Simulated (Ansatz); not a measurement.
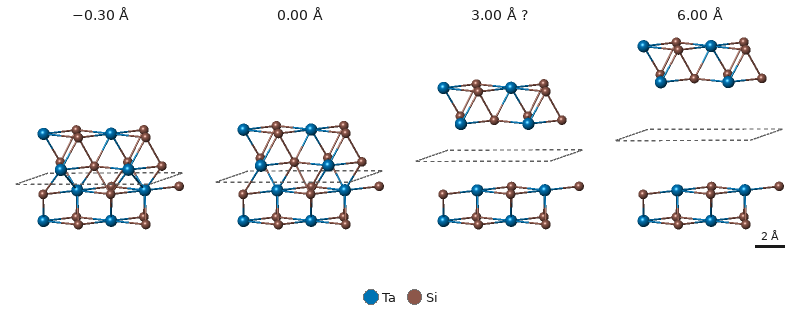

Energy scan for crystalline TaSi2 (P6_222), in which the crystal is pulled apart rigidly along the normal of the (0 0 1) plane of the conventional cell, at a cut between a plane of Si/Ta below and one of Si/Ta above, 2.19 Å apart. One cut stands in each cell, which starts 13.1 Å high; nothing is relaxed, and the dashed outline marks the cut. The picture is a ball-and-stick view of the layers on both sides of the cut, seen from the side, nearly along the cut plane.

Method: DFT PBEsol, scalar-relativistic, plane waves, PAW (Ansatz 0.2.0). Set-up: plane-wave cutoff 420 eV; k-point mesh 9 × 9 × 3; occupations gaussian; smearing width 0.15 eV; no spin polarisation. Energies (free energies at the smearing named) are counted from the relaxed crystal.

```tsv
opening (Å)	ΔE per area (J/m²)
−0.30	1.17
−0.15	0.25
0.00	0.00
0.25	0.44
0.50	1.34
0.75	2.32
1.00	3.22
1.50	4.45
2.00	5.02
3.00	?
4.50	5.41
6.00	5.41
```

Q: Estimate the missing energy from the other rows, and compare with the calculation.

A: A straight line between the two neighbours gives 5.18 J/m². A cubic through the four nearest rows (1.50, 2.00, 4.50, 6.00) gives, with Lagrange weights, (−0.6667)(4.45) + (1.3500)(5.02) + (0.4000)(5.41) + (−0.0833)(5.41) = 5.52 J/m². The calculation gives 5.34 J/m², so the cubic is 0.18 J/m² too high and the straight line 0.16 J/m² too low, as the curve bends downwards here. The cubic misses by much of the step between rows, so the curve changes faster here than four points can follow.

The whole profile:

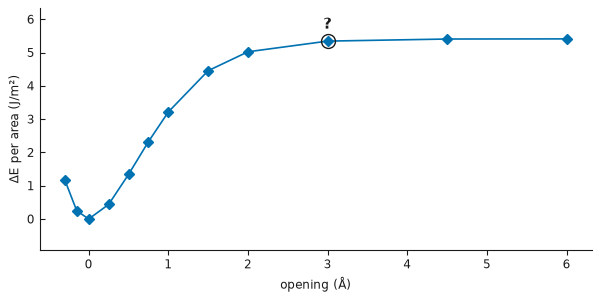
